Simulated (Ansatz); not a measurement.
**HfSi₁₅: geometry relaxation (part 2 of 2)**

The same run, continued: HfSi₁₅ (defect cell, 16 atoms in the cell); DFT PBE, scalar-relativistic, plane waves, PAW, no spin polarisation (Ansatz 0.2.0); cutoff 420 eV, 2×2×2 k-mesh, Gaussian smearing of 0.01 eV. The structure derives from a Materials Project entry. It belongs to a series of runs on one base structure; here: Hf on a Si site (b), charge +0, atoms relaxed at the host's cell.

Geometry of the input (Å; fractional positions):
```
0.0000  5.4701  -5.4701
5.4701  5.4701  0.0000
5.4701  0.0000  -5.4701
Hf 0.3750  0.3750  0.3750
Si 0.3750  0.8750  0.3750
Si 0.8750  0.3750  0.3750
Si 0.8750  0.8750  0.3750
Si 0.3750  0.3750  0.8750
Si 0.3750  0.8750  0.8750
Si 0.8750  0.3750  0.8750
Si 0.8750  0.8750  0.8750
Si 0.5000  0.5000  0.0000
Si 0.5000  -0.0000  0.0000
Si 1.0000  0.5000  0.0000
Si 1.0000  -0.0000  0.0000
Si 0.5000  0.5000  0.5000
Si 0.5000  -0.0000  0.5000
Si 1.0000  0.5000  0.5000
Si 1.0000  0.0000  0.5000
```

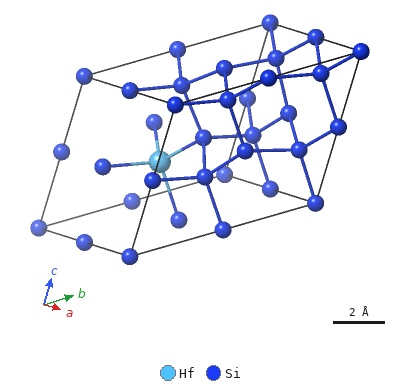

The geometry at step 2 of the log (ball-and-stick view of the cell of the calculation, seen slightly off an axis).

Output, continued
```
SCF iter   1: F=—  HF=-25254.747423 eV  |F-HF|=—  |Δ(HF+E_count)|=         —  Δρ=2.42e-3  dr2=2.71e-2  ethr=3.17e-4  ⟨swp⟩=3.0  Hψ=331  notcnv=0  defer=25
preconditioner: auto → Resta (q_TF=auto, 2.183 Å⁻¹)  ε∞=5.5  [insulator: Δε(μ)=0.033 eV  Ē_g=8.505 eV  σ=0.010 eV  W_gap=0.98  n_scr=58 (ndim 8)  ℏωp=18.1 eV  f_vac=0.000  D(μ)=6.36/eV (n_scr^D=26)  ε∞_Penn≈5.5]
SCF iter   2: F=—  HF=-25254.743820 eV  |F-HF|=—  |Δ(HF+E_count)|=   3.60e-3  Δρ=1.01e-3  dr2=3.22e-3  ethr=3.16e-5  ⟨swp⟩=2.7  Hψ=264  notcnv=0  defer=25
SCF iter   3: F=—  HF=-25254.743795 eV  |F-HF|=—  |Δ(HF+E_count)|=   2.52e-5  Δρ=2.83e-4  dr2=3.96e-4  ethr=3.75e-6  ⟨swp⟩=2.3  Hψ=295  notcnv=0  defer=25
SCF iter   4: F=—  HF=-25254.743687 eV  |F-HF|=—  |Δ(HF+E_count)|=   1.08e-4  Δρ=1.81e-4  dr2=1.62e-4  ethr=4.61e-7  ⟨swp⟩=2.0  Hψ=283  notcnv=0  defer=25
SCF iter   5: F=—  HF=-25254.743707 eV  |F-HF|=—  |Δ(HF+E_count)|=   1.99e-5  Δρ=8.52e-5  dr2=4.05e-5  ethr=1.89e-7  ⟨swp⟩=3.0  Hψ=270  notcnv=0  defer=25
SCF iter   6: F=-25254.743712 eV  HF=-25254.743714 eV  |F-HF|=1.75e-6  |Δ(HF+E_count)|=   6.99e-6  Δρ=2.25e-5  dr2=2.08e-6  ethr=3.19e-9  ⟨swp⟩=15.7  Hψ=1497  notcnv=0
SCF 3 converged in 6 iterations: F = -25254.743712 eV  dr2 = 2.08e-6
relax step   3: F+E_penalty+E_count = -25254.74371190 eV  Δ(F+E_penalty+E_count) = -2.769e-2 eV  max|allowed force component| = 9.710e-2 eV/Å  Δτ_max = 0.0293 Å  (6 SCF iters, dr2 threshold 2.74e-6 eV, accepted)
SCF iter   1: F=—  HF=-25254.746128 eV  |F-HF|=—  |Δ(HF+E_count)|=         —  Δρ=5.58e-4  dr2=1.92e-3  ethr=1.81e-5  ⟨swp⟩=3.0  Hψ=368  notcnv=0  defer=25
preconditioner: auto → Resta (q_TF=auto, 2.183 Å⁻¹)  ε∞=5.6  [insulator: Δε(μ)=0.031 eV  Ē_g=8.494 eV  σ=0.010 eV  W_gap=0.97  n_scr=58 (ndim 8)  ℏωp=18.1 eV  f_vac=0.000  D(μ)=8.67/eV (n_scr^D=58)  ε∞_Penn≈5.6]
SCF iter   2: F=—  HF=-25254.745859 eV  |F-HF|=—  |Δ(HF+E_count)|=   2.69e-4  Δρ=2.31e-4  dr2=1.92e-4  ethr=2.24e-6  ⟨swp⟩=2.0  Hψ=221  notcnv=0  defer=25
SCF iter   3: F=—  HF=-25254.745851 eV  |F-HF|=—  |Δ(HF+E_count)|=   8.17e-6  Δρ=9.10e-5  dr2=4.38e-5  ethr=2.23e-7  ⟨swp⟩=2.0  Hψ=268  notcnv=0  defer=25
SCF iter   4: F=—  HF=-25254.745850 eV  |F-HF|=—  |Δ(HF+E_count)|=   1.48e-6  Δρ=4.50e-5  dr2=1.01e-5  ethr=5.09e-8  ⟨swp⟩=2.0  Hψ=283  notcnv=0  defer=25
SCF iter   5: F=—  HF=-25254.745848 eV  |F-HF|=—  |Δ(HF+E_count)|=   1.76e-6  Δρ=1.38e-5  dr2=8.12e-7  ethr=1.18e-8  ⟨swp⟩=2.0  Hψ=281  notcnv=0  defer=25
SCF iter   6: F=-25254.745849 eV  HF=-25254.745849 eV  |F-HF|=5.02e-8  |Δ(HF+E_count)|=   6.64e-7  Δρ=4.13e-6  dr2=6.84e-8  ethr=1.16e-10  ⟨swp⟩=14.7  Hψ=1337  notcnv=0
SCF 4 converged in 6 iterations: F = -25254.745849 eV  dr2 = 6.84e-8
relax step   4: F+E_penalty+E_count = -25254.74584860 eV  Δ(F+E_penalty+E_count) = -2.137e-3 eV  max|allowed force component| = 1.919e-2 eV/Å  Δτ_max = 0.0058 Å  (6 SCF iters, accepted)
SCF converged after 6 iterations
Free energy (F): -25254.745849 eV
Harris-Foulkes:  -25254.745849 eV  (|F-HF|=5.02e-8)
Internal energy: -25254.745070 eV  (E = F + TS)
E sigma→0 (E₀):  -25254.745459 eV
Entropy (-TS):   -0.000778 eV (-0.049 meV/atom)
Fermi energy:    7.088544 eV
--- Per-component energies (eV) ---
  E_band       = -171.122743
  E_kinetic    = 1038.318542
  E_local      = -9337.957049  (includes V_loc(G=0)·N_el)
  E_nonlocal   = -852.594996
  E_hartree    = 4283.957901
  E_xc         = -1129.334369
  E_vxc        = -969.159499  (∫ρ·V_xc dr)
  E_paw        = -14621.287691  (= ΣΔE_a)
  E_vpaw       = 1382.350285  (= ΣTr[D̂ρ^β])
  E_aug_tail   = 0.000089  (compensation charges beyond the density's cutoff)
  E_ewald      = -4635.847498
  E_smearing   = -0.000778  (= −TS)
  E_closure    = -0.000000  (closes the sum)
  Σ components = -25254.745849   (vs F -25254.745849, Δ=0.00e0)
--- Forces (eV/Å), atoms counted from 1 ---
  atom   1  Hf     0.00000000     0.00000000    -0.00000000
  atom   2  Si     0.00000000     0.00000000    -0.01918847
  atom   3  Si     0.01918847    -0.00000000     0.00000000
  atom   4  Si     0.00000000    -0.01918847    -0.00000000
  atom   5  Si     0.00000000     0.01918847    -0.00000000
  atom   6  Si    -0.01918847     0.00000000     0.00000000
  atom   7  Si     0.00000000     0.00000000     0.01918847
  atom   8  Si     0.00000000     0.00000000    -0.00000000
  atom   9  Si    -0.00809812     0.00809812     0.00809812
  atom  10  Si    -0.00256924     0.00256924    -0.00256924
  atom  11  Si     0.00256924     0.00256924     0.00256924
  atom  12  Si    -0.00256924    -0.00256924     0.00256924
  atom  13  Si     0.00809812     0.00809812    -0.00809812
  atom  14  Si    -0.00809812    -0.00809812    -0.00809812
  atom  15  Si     0.00809812    -0.00809812     0.00809812
  atom  16  Si     0.00256924    -0.00256924    -0.00256924
  max |Σ_I F_I| component: 2.87e-16 eV/Å
--- Band table (eV) ---
  k-point 0: bands = ["-54.5545", "-23.2873", "-23.2873", "-23.2873", "-4.8180", "-4.5375", "-4.5375", "-4.5375", "-4.5161", "-4.5161", "-4.5161", "-4.4949", "-2.6537", "-2.6537", "-2.6537", "-2.1636", "-0.9087", "-0.9087", "-0.7441", "-0.7441", "-0.7441", "-0.3503", "0.4224", "0.4224", "0.4224", "2.9425", "4.1451", "4.1451", "4.1451", "4.4008", "4.4008", "4.4008", "5.4871", "5.4871", "5.7879", "5.7879", "5.7879", "6.0591", "6.0591", "6.0591", "6.5951", "6.5951", "6.5951", "7.1003", "7.1003", "7.6275", "7.9118", "7.9118", "7.9118", "8.4672", "8.4672", "8.4672", "9.1807", "9.1807", "9.2719", "9.6816", "9.6816", "9.6816", "10.2201"]
  k-point 1: bands = ["-54.5545", "-23.2873", "-23.2873", "-23.2873", "-4.5387", "-4.5375", "-4.5375", "-4.5163", "-4.5163", "-4.5161", "-4.5087", "-4.1573", "-3.9001", "-2.3150", "-2.3150", "-2.3063", "-2.1436", "-2.1436", "-0.8784", "0.4363", "0.5057", "0.5057", "1.0281", "1.0281", "2.3215", "2.9801", "3.1988", "3.3543", "3.3543", "3.4934", "3.4934", "4.1590", "4.5820", "4.5820", "4.6951", "4.8822", "5.2902", "5.2902", "5.9411", "5.9789", "5.9789", "6.7048", "6.7048", "8.2488", "8.2557", "8.2557", "8.3995", "8.3995", "8.4872", "8.6682", "8.9679", "9.4351", "9.4351", "10.2044", "10.2044", "10.7582", "10.7582", "11.3109", "11.5225"]
  k-point 2: bands = ["-54.5545", "-23.2873", "-23.2873", "-23.2873", "-4.5386", "-4.5375", "-4.5375", "-4.5164", "-4.5163", "-4.5163", "-4.5065", "-3.8755", "-3.6923", "-3.0112", "-2.8688", "-2.8688", "-2.0619", "-0.7539", "-0.5450", "-0.5450", "0.3974", "1.5132", "1.5719", "1.5719", "2.4941", "3.0361", "3.1132", "3.1132", "3.1186", "3.1434", "3.1697", "3.6622", "3.6622", "4.6117", "4.8642", "4.8642", "5.2364", "5.2364", "5.4018", "5.4316", "5.5496", "7.0734", "7.0734", "8.0754", "8.1194", "8.4909", "8.7909", "9.2634", "9.2639", "9.2639", "9.6615", "9.6615", "9.6753", "9.7248", "11.3250", "11.3833", "11.4349", "11.4349", "11.6635"]
--- Relaxed structure (4 steps of the walk, 4 accepted, 0 SCFs on fresh bases) ---
  F+E_penalty+E_count = -25254.74584860 eV   max|allowed force component| = 1.919e-2 eV/Å
  atoms:
    - { symbol: Hf, position: [0.37499999999999994, 0.37499999999999994, 0.37499999999999994] }
    - { symbol: Si, position: [0.37283378797345906, 0.8771662120265409, 0.37283378797345906] }
    - { symbol: Si, position: [0.8771662120265409, 0.3728337879734591, 0.37283378797345906] }
    - { symbol: Si, position: [0.877166212026541, 0.8771662120265411, 0.372833787973459] }
    - { symbol: Si, position: [0.37283378797345906, 0.3728337879734591, 0.8771662120265409] }
    - { symbol: Si, position: [0.372833787973459, 0.8771662120265411, 0.877166212026541] }
    - { symbol: Si, position: [0.877166212026541, 0.372833787973459, 0.877166212026541] }
    - { symbol: Si, position: [0.875, 0.875, 0.875] }
    - { symbol: Si, position: [0.5089426082634486, 0.5089426082634486, -0.026827824790345595] }
    - { symbol: Si, position: [0.5012312556021374, -0.00041041853404583106, -0.00041041853404583106] }
    - { symbol: Si, position: [0.9995895814659541, 0.5012312556021373, -0.00041041853404572004] }
    - { symbol: Si, position: [0.9995895814659543, -0.00041041853404583106, -0.0004104185340458866] }
    - { symbol: Si, position: [0.5089426082634486, 0.5089426082634486, 0.5089426082634486] }
    - { symbol: Si, position: [0.5089426082634486, -0.026827824790345567, 0.5089426082634486] }
    - { symbol: Si, position: [0.9731721752096544, 0.5089426082634485, 0.5089426082634486] }
    - { symbol: Si, position: [0.9995895814659541, -0.00041041853404577555, 0.5012312556021374] }
```

Trajectory as extended XYZ (Å, eV, eV/Å), 4 frames, from step=1 to step=4
```
16
Lattice="0.0000 5.4701 -5.4701 5.4701 5.4701 0.0000 5.4701 0.0000 -5.4701" Properties=species:S:1:pos:R:3:forces:R:3 step=1 energy=-25253.70523
Hf    4.1026    4.1026   -4.1026    0.0000   0.0000   0.0000
Si    6.8376    6.8376   -4.1026    0.0000   0.0000   0.1436
Si    4.1026    6.8376   -6.8376   -0.1436   0.0000   0.0000
Si    6.8376    9.5727   -6.8376    0.0000   0.1436   0.0000
Si    6.8376    4.1026   -6.8376    0.0000  -0.1436   0.0000
Si    9.5727    6.8376   -6.8376    0.1436   0.0000   0.0000
Si    6.8376    6.8376   -9.5727    0.0000   0.0000  -0.1436
Si    9.5727    9.5727   -9.5727    0.0000   0.0000   0.0000
Si    2.7350    5.4701   -2.7350   -1.8577   1.8577   1.8577
Si    0.0000    2.7350   -2.7350   -0.0026   0.0026  -0.0026
Si    2.7350    8.2051   -5.4701    0.0026   0.0026   0.0026
Si    0.0000    5.4701   -5.4701   -0.0026  -0.0026   0.0026
Si    5.4701    5.4701   -5.4701    1.8577   1.8577  -1.8577
Si    2.7350    2.7350   -5.4701   -1.8577  -1.8577  -1.8577
Si    5.4701    8.2051   -8.2051    1.8577  -1.8577   1.8577
Si    2.7350    5.4701   -8.2051    0.0026  -0.0026  -0.0026
16
Lattice="0.0000 5.4701 -5.4701 5.4701 5.4701 0.0000 5.4701 0.0000 -5.4701" Properties=species:S:1:pos:R:3:forces:R:3 step=2 energy=-25254.71602
Hf    4.1026    4.1026   -4.1026    0.0000   0.0000   0.0000
Si    6.8376    6.8376   -4.0634    0.0000   0.0000  -0.1616
Si    4.0634    6.8376   -6.8376    0.1616   0.0000   0.0000
Si    6.8376    9.6118   -6.8376    0.0000  -0.1616   0.0000
Si    6.8376    4.0634   -6.8376    0.0000   0.1616   0.0000
Si    9.6118    6.8376   -6.8376   -0.1616   0.0000   0.0000
Si    6.8376    6.8376   -9.6118    0.0000   0.0000   0.1616
Si    9.5727    9.5727   -9.5727    0.0000   0.0000   0.0000
Si    2.6202    5.5849   -2.6202    0.2095  -0.2095  -0.2095
Si   -0.0052    2.7403   -2.7403   -0.0509   0.0509  -0.0509
Si    2.7403    8.2103   -5.4649    0.0509   0.0509   0.0509
Si   -0.0052    5.4649   -5.4649   -0.0509  -0.0509   0.0509
Si    5.5849    5.5849   -5.5849   -0.2095  -0.2095   0.2095
Si    2.6202    2.6202   -5.5849    0.2095   0.2095   0.2095
Si    5.5849    8.0903   -8.0903   -0.2095   0.2095  -0.2095
Si    2.7403    5.4649   -8.2103    0.0509  -0.0509  -0.0509
16
Lattice="0.0000 5.4701 -5.4701 5.4701 5.4701 0.0000 5.4701 0.0000 -5.4701" Properties=species:S:1:pos:R:3:forces:R:3 step=3 energy=-25254.74371
Hf    4.1026    4.1026   -4.1026    0.0000   0.0000   0.0000
Si    6.8376    6.8376   -4.0731    0.0000   0.0000  -0.0971
Si    4.0731    6.8376   -6.8376    0.0971   0.0000   0.0000
Si    6.8376    9.6022   -6.8376    0.0000  -0.0971   0.0000
Si    6.8376    4.0731   -6.8376    0.0000   0.0971   0.0000
Si    9.6022    6.8376   -6.8376   -0.0971   0.0000   0.0000
Si    6.8376    6.8376   -9.6022    0.0000   0.0000   0.0971
Si    9.5727    9.5727   -9.5727    0.0000   0.0000   0.0000
Si    2.6371    5.5680   -2.6371   -0.0188   0.0188   0.0188
Si   -0.0060    2.7410   -2.7410    0.0117  -0.0117   0.0117
Si    2.7410    8.2111   -5.4641   -0.0117  -0.0117  -0.0117
Si   -0.0060    5.4641   -5.4641    0.0117   0.0117  -0.0117
Si    5.5680    5.5680   -5.5680    0.0188   0.0188  -0.0188
Si    2.6371    2.6371   -5.5680   -0.0188  -0.0188  -0.0188
Si    5.5680    8.1072   -8.1072    0.0188  -0.0188   0.0188
Si    2.7410    5.4641   -8.2111   -0.0117   0.0117   0.0117
16
Lattice="0.0000 5.4701 -5.4701 5.4701 5.4701 0.0000 5.4701 0.0000 -5.4701" Properties=species:S:1:pos:R:3:forces:R:3 step=4 energy=-25254.74585
Hf    4.1026    4.1026   -4.1026    0.0000   0.0000   0.0000
Si    6.8376    6.8376   -4.0789    0.0000   0.0000  -0.0192
Si    4.0789    6.8376   -6.8376    0.0192   0.0000   0.0000
Si    6.8376    9.5964   -6.8376    0.0000  -0.0192   0.0000
Si    6.8376    4.0789   -6.8376    0.0000   0.0192   0.0000
Si    9.5964    6.8376   -6.8376   -0.0192   0.0000   0.0000
Si    6.8376    6.8376   -9.5964    0.0000   0.0000   0.0192
Si    9.5727    9.5727   -9.5727    0.0000   0.0000   0.0000
Si    2.6372    5.5679   -2.6372   -0.0081   0.0081   0.0081
Si   -0.0045    2.7395   -2.7395   -0.0026   0.0026  -0.0026
Si    2.7395    8.2096   -5.4656    0.0026   0.0026   0.0026
Si   -0.0045    5.4656   -5.4656   -0.0026  -0.0026   0.0026
Si    5.5679    5.5679   -5.5679    0.0081   0.0081  -0.0081
Si    2.6372    2.6372   -5.5679   -0.0081  -0.0081  -0.0081
Si    5.5679    8.1073   -8.1073    0.0081  -0.0081   0.0081
Si    2.7395    5.4656   -8.2096    0.0026  -0.0026  -0.0026
```

Results in brief

```tsv
quantity	value
outcome	converged
electrons treated	86
free energy	−25254.7458 eV
Fermi energy	7.089 eV
gap on the k-point mesh	0.03 eV
final volume	327.35 Å³
largest force (length of the vector) at the end	0.019 eV/Å
hardware	4 threads of Arm Neoverse V1, 24 GiB of memory available, shared host
wall time	5.4 s (CPU time 20 s)
peak memory	0.67 GiB
```

Notes

Spin–orbit coupling is left out, which matters for Hf. The k-point mesh is coarse for a cell of this size, so the results may not be converged.
